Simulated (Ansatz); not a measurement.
# A series of single points on PtS2

System: PtS2 (P3m1, 3 atoms in the cell).
Method: DFT PBE, scalar-relativistic, plane waves, PAW, no spin polarisation (Ansatz 0.2.0).

The 5 runs differ only in the geometry, by a shift of atoms along one path in a fixed cell. The shift s is measured from run 3: S2 moves along the Cartesian direction (0.71, 0.71, 0.00). The structure derives from an entry of the Crystallography Open Database.

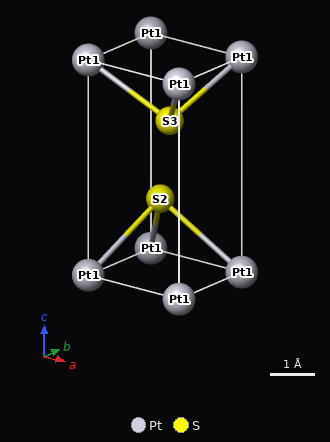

Figure 1. The structure of run 3 (ball-and-stick view of the cell of the calculation, seen slightly off an axis; atoms are numbered from 1 in the order of the input). An atom can appear more than once, as a periodic image.

## Input of run 3
```yaml
crystal:
  lattice:
    - [3.5431994758, 0.0, 0.0]
    - [-1.7715997379, 3.0685007567, 0.0]
    - [0.0, 0.0, 5.0388]
  atoms:
    - { symbol: Pt, position: [0.0, 0.0, 0.0] }
    - { symbol: S, position: [0.3333333333, 0.6666666667, 0.3095379852] }
    - { symbol: S, position: [0.6666666667, 0.3333333333, 0.75] }
basis:
  ecutwfc: 420
kpoints:
  mp_grid: { grid: [12, 12, 8] }
hamiltonian:
  xc: pbe
scf:
  occupations: { method: gaussian, width: 0.05 }
output:
  forces: true
  stress: true
  eigenvalues: true
```

Command:
```bash
ansatz run input.yaml --threads 1 --pin off --max-ram 2560MiB --backend cpu --events-out ev --progress --plain --runs-dir out
```

Lattice vectors (Å) and fractional positions of run 3:
```
   3.543199    0.000000    0.000000
  -1.771600    3.068501    0.000000
   0.000000    0.000000    5.038800
Pt  0.000000  0.000000  0.000000
S   0.333333  0.666667  0.309538
S   0.666667  0.333333  0.750000
```

Run 4 differs from it as follows:
```diff
-    - { symbol: S, position: [0.3333333333, 0.6666666667, 0.3095379852] }
+    - { symbol: S, position: [0.3805514654, 0.7012327384, 0.3095379852] }
```

## Results, with one run withheld

| run | shift s of S2 (Å) | free energy per atom, from the lowest run given (meV) | pressure (GPa) | force along the path (eV/Å) |
| --- | --- | --- | --- | --- |
| 1 | −0.3000 | 48.68 | −3.77 | 0.874 |
| 2 | −0.1500 | 13.43 | −5.04 | 0.512 |
| 3 | 0.0000 | 0.00 | −5.52 | 0.000 |
| 4 | 0.1500 | ? | ? | ? |
| 5 | 0.3000 | 65.63 | −3.25 | −1.376 |

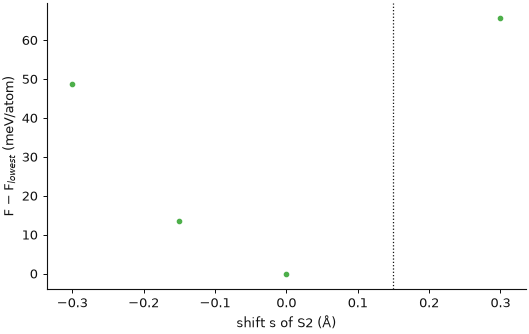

Figure 2. Free energy per atom of the runs given; the dotted line marks run 4.

Estimate the energy of run 4 from the others.

A quadratic polynomial in the coordinate, fitted to the 4 runs given, misses them by at most 1.97 meV per atom. With x = s + 0.0375, it reads F = 1.3503 − 19.993 x + 621.4 x² (meV per atom). At run 4 it gives 19.45 meV per atom, and the run itself gives 15.57. The slope of the fit gives a force −dF/ds of −0.639 eV/Å along the path (summed over the atoms that move), and the printed forces give −0.641 eV/Å. The fit has its minimum at s = −0.0214 Å. The fit misses that run by 3.88 meV per atom.

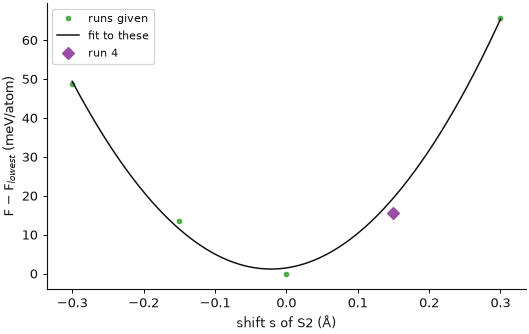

Figure 3. The fit and the withheld run.

## Output, shortened to warnings, some set-up lines, iterations and results (run 4)
```
Basis set: ecut = 420 eV, 1043 PW (Γ), exchange–correlation on 48×48×72 points (8 copies of the dense FFT grid, shifted against one another)
Symmetry: 1 space group operations
k-points: 580 of 1152 (time reversal used)
Initial density: superposition of atomic densities (neutral atoms: chi_scale 0, normalization atom), corrected by the library's trained network
[...]
SCF iter   1: F=—  HF=-14327.632753 eV  |F-HF|=—  |Δ(HF+E_count)|=         —  Δρ=4.34e-3  dr2=1.08e-2  ethr=1.77e-3  ⟨swp⟩=5.1  Hψ=53395  notcnv=0
SCF iter   2: F=—  HF=-14327.632500 eV  |F-HF|=—  |Δ(HF+E_count)|=   2.53e-4  Δρ=2.04e-3  dr2=2.43e-3  ethr=3.59e-5  ⟨swp⟩=1.5  Hψ=15957  notcnv=0
SCF iter   3: F=—  HF=-14327.632487 eV  |F-HF|=—  |Δ(HF+E_count)|=   1.28e-5  Δρ=2.90e-4  dr2=4.25e-5  ethr=8.11e-6  ⟨swp⟩=2.9  Hψ=17066  notcnv=0
SCF iter   4: F=—  HF=-14327.632557 eV  |F-HF|=—  |Δ(HF+E_count)|=   7.00e-5  Δρ=5.79e-5  dr2=1.16e-6  ethr=1.42e-7  ⟨swp⟩=2.0  Hψ=16368  notcnv=0
SCF iter   5: F=—  HF=-14327.632558 eV  |F-HF|=—  |Δ(HF+E_count)|=   6.64e-7  Δρ=1.48e-5  dr2=1.29e-7  ethr=3.86e-9  ⟨swp⟩=2.5  Hψ=17554  notcnv=0
SCF iter   6: F=-14327.632558 eV  HF=-14327.632558 eV  |F-HF|=8.23e-9  |Δ(HF+E_count)|=   1.20e-7  Δρ=3.69e-6  dr2=7.22e-9  ethr=3.33e-10  ⟨swp⟩=5.0  Hψ=45427  notcnv=0
SCF 1 converged in 6 iterations: F = -14327.632558 eV  dr2 = 7.22e-9
SCF converged after 6 iterations
Free energy (F): -14327.632558 eV
Harris-Foulkes:  -14327.632558 eV  (|F-HF|=8.23e-9)
Internal energy: -14327.632234 eV  (E = F + TS)
E sigma→0 (E₀):  -14327.632396 eV
Entropy (-TS):   -0.000324 eV (-0.108 meV/atom)
Fermi energy:    11.160448 eV
--- Per-component energies (eV) ---
  E_band       = -307.688694
  E_kinetic    = 845.184699
  E_local      = -2852.963992  (includes V_loc(G=0)·N_el)
  E_nonlocal   = 256.347786
  E_hartree    = 1108.166938
  E_xc         = -453.866249
  E_vxc        = -474.954093  (∫ρ·V_xc dr)
  E_paw        = -10653.831585  (= ΣΔE_a)
  E_vpaw       = -297.635909  (= ΣTr[D̂ρ^β])
  E_aug_tail   = 0.000199  (compensation charges beyond the density's cutoff)
  E_ewald      = -2576.670029
  E_smearing   = -0.000324  (= −TS)
  E_closure    = 0.000000  (closes the sum)
  Σ components = -14327.632558   (vs F -14327.632558, Δ=0.00e0)
--- Forces (eV/Å), atoms counted from 1 ---
  atom   1  Pt     0.49468589     0.43642839     1.70526397
  atom   2  S     -0.49863266    -0.40733644    -2.40885233
  atom   3  S      0.00394518    -0.02909321     0.70358960
  max |Σ_I F_I| component: 1.59e-6 eV/Å
--- Stress (GPa, compression-positive) ---
       -2.150425       0.506816      -1.657221
        0.506816      -2.635369      -1.254148
       -1.657221      -1.254148     -10.138997
  P = ⅓ Tr σ = -4.9749 GPa (-49.749 kbar)
```

Notes: Spin–orbit coupling is left out, which matters for Pt.
